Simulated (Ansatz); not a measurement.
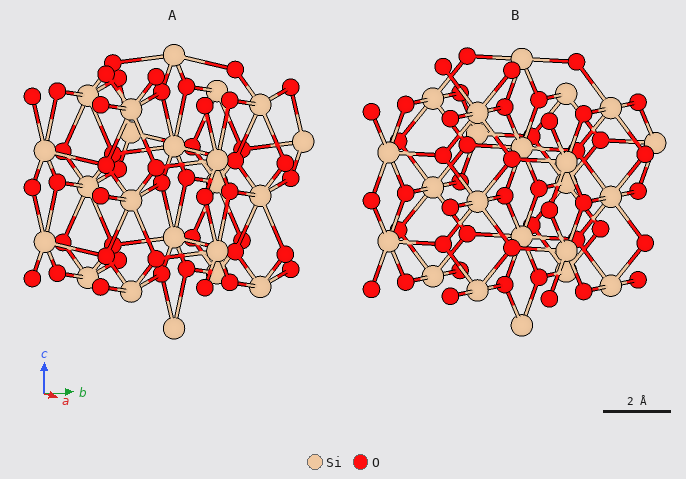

Two geometries of a crystal of SiO$_{2}$ (a generated structure, set up in P-42_1m) (coarse preliminary run), drawn at one scale. One is the start of a relaxation, the other its converged end. Style: ball-and-stick. Shown: the atoms within 5.0 Å of the atom that moves most (axes of the cell of the calculation), slightly off an axis.

All numbers below come from DFT PBE, scalar-relativistic, plane waves, PAW (Ansatz). (plane-wave cutoff 420 eV; k-point mesh 4 × 4 × 6; occupations gaussian; smearing width 0.1 eV; no spin polarisation; cell and atoms relaxed; force threshold 0.04 eV/Å; at most 70 steps)

Which geometry has the lower energy?

Structure B is the relaxed one. The energy falls by 3865 meV per atom in 7 accepted moves (9 points after the start). The largest force component goes from 32 to 0.0016 eV/Å. Pressure: 185.90 GPa at the start and 0.09 GPa at the end. At 2 points the geometry stayed and the basis and grid were re-selected for the new cell (energy shift of 3.1 meV per atom at most each time). The largest moves relative to the cell, 0.44 Å, are those of O atoms. Largest moves by element: O 0.44 Å, Si 0.01 Å. The drawn cell changes as follows: a = b 4.104 → 4.235 Å (+3.2 %), c 2.759 → 2.691 Å (−2.5 %); the volume changes by +3.9 %. Some distances before and after: O–O 1.684 → 2.312 Å, O–Si 1.330 → 1.774 Å, O–Si 2.087 → 1.838 Å, O–Si 1.923 → 1.774 Å. Bond angles that change, for instance: Si–O–Si 106.7° → 130.7°, O–Si–O 161.4° → 180.0°, O–Si–O 114.8° → 98.6°. The space group (tolerance 0.01 Å) goes from P-42_1m (No. 113) to P4_2/mnm (No. 136).
